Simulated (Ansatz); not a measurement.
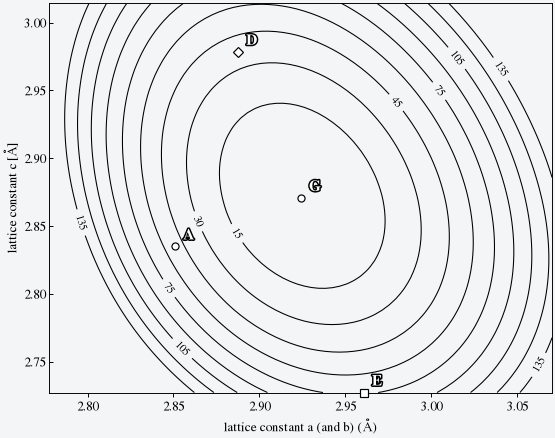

TaN (P-6m2, No. 187; 2 atoms in the cell). 
- The energy is mapped over the lattice constants a and c of the conventional cell.
- Coordinates scanned: (1) lattice constant a (and b); (2) lattice constant c.
- Nothing is relaxed (symmetry fixes all fractional coordinates).
- Grid: 9 × 9 points.
- Points are written as (first, second).
- All energies are given in meV/atom relative to the lowest grid point.
- Method: DFT PBEsol, scalar-relativistic, plane waves, PAW (Ansatz 0.2.0). Settings: cutoff 520 eV, k-mesh 18×18×16 in the order of the run's cell vectors, gaussian smearing 0.15 eV, no spin polarisation.

Drawn: contour lines labelled in meV/atom (none above 135), lettered points. Between grid points the surface is interpolated.

**Rank the lettered points by energy, lowest first.**

G (0 meV/atom), D (37 meV/atom), A (51 meV/atom), E (74 meV/atom).

**What kind of point is each of A, D, G: minimum, saddle, maximum or slope?**

A: on a slope; D: on a slope; G: minimum. (In these two coordinates alone; a stationary point may lie a little off the grid point.)
